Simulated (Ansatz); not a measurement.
**Al$_{2}$Cu: density, localisation and related maps**

The calculation's input:

```
crystal:
  lattice:
    - [-2.9667541119, 2.9667541119, 2.3917784768]
    - [2.9667541119, -2.9667541119, 2.3917784768]
    - [2.9667541119, 2.9667541119, -2.3917784768]
  atoms:
    - { symbol: Al, position: [0.163128137, 0.663128137, 0.8191077933] }
    - { symbol: Al, position: [0.6667014678, 0.8475936745, 0.5] }
    - { symbol: Al, position: [0.836871863, 0.336871863, 0.1808922067] }
    - { symbol: Al, position: [0.3332985322, 0.1524063255, 0.5] }
    - { symbol: Cu, position: [0.7457535827, 0.7372585864, -0.0169878309] }
    - { symbol: Cu, position: [0.2542464173, 0.2627414136, 0.0169878309] }
basis:
  ecutwfc: 520.0
kpoints:
  mp_grid: { grid: [10, 10, 10] }
hamiltonian:
  xc: lda
  pseudopotentials: { kind: paw, azcp: { folder: soft_1 } }
scf:
  occupations: { method: gaussian, width: 0.15 }
output:
  forces: true
  stress: true
  eigenvalues: true
  write_density: true
  write_potential: true
  elf: true
  volumetric_format: npy
```

Launched as:

```sh
ansatz run input.yaml --threads 4 --pin off --max-ram 8192MiB --backend cpu --events-out ev --progress --plain --runs-dir out
```

Below, planes, directions and counts refer to the conventional cell (a = 4.78 Å, b = 4.83 Å, c = 4.83 Å, α = 75.80°, β = 60.31°, γ = 60.31°).

Space group P-1; not relaxed (largest force 0.4 eV/Å); computed without spin polarisation; PAW files of the earlier set (soft_1).

The calculation used Ansatz 0.2.0, DFT LDA, scalar-relativistic, plane waves, PAW.

Core electrons are frozen (PAW), and the valence fields are smoothed inside the atomic spheres.

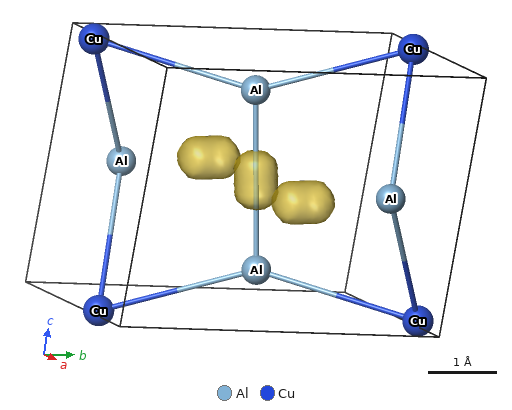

Figure 1. Isosurface of the ELF at 0.8 (yellow), seen slightly off an axis. Core shells and regions of very low density are left out. Sticks mark near contacts.

**Where are the electrons localised?**

The ELF exceeds this value in two regions between bonded Al–Al atoms, counted in one cell of 6 atoms. Regions shared between cells count once. Along the contacts the grid gives the following. Cu–Cu (2.40 Å): the ELF is about 0.25 at the midpoint; no shared electron pair shows on this line. Al–Cu (2.48 Å): the ELF peaks at about 0.65 between the atoms.

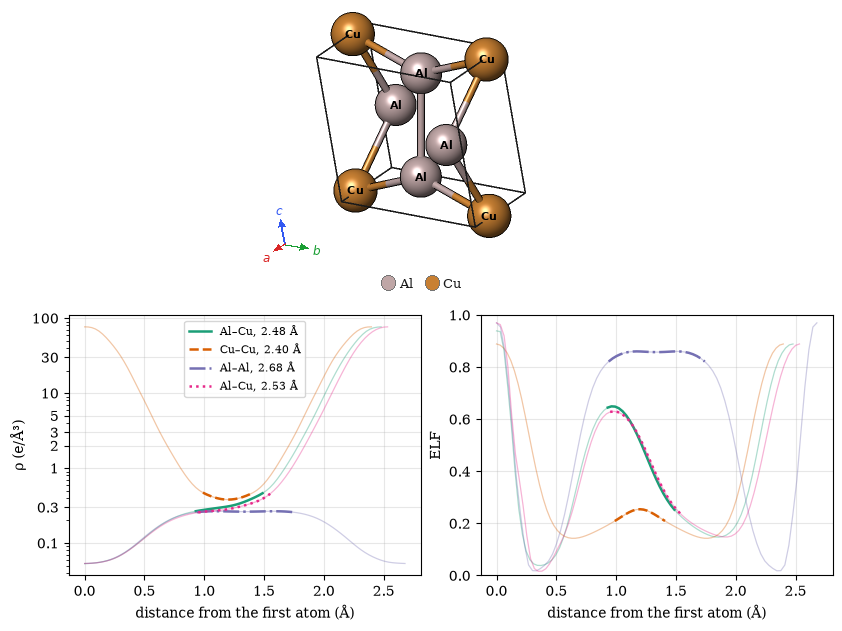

Figure 2. Valence electron density and ELF along straight lines between neighbouring atoms. Thin, pale parts lie inside the atomic spheres. The structure is drawn too.

**What can be read from the curves?**

Al–Cu (2.48 Å): ρ is about 0.32 e/Å³ halfway; the ELF peaks at about 0.65 between the atoms.
Cu–Cu (2.40 Å): ρ at the midpoint is about 0.38 e/Å³; the ELF is about 0.25 at the midpoint; no localised pair shows between them.
Al–Al (2.68 Å): ρ at the midpoint is about 0.26 e/Å³; the ELF peaks at about 0.85 between the atoms.
Al–Cu (2.53 Å): ρ is about 0.3 e/Å³ halfway; the ELF peaks at about 0.65 between the atoms.

**Does the calculation make it a metal, or give it a gap?**

It is metallic or semimetallic at this level of theory: no gap opens.
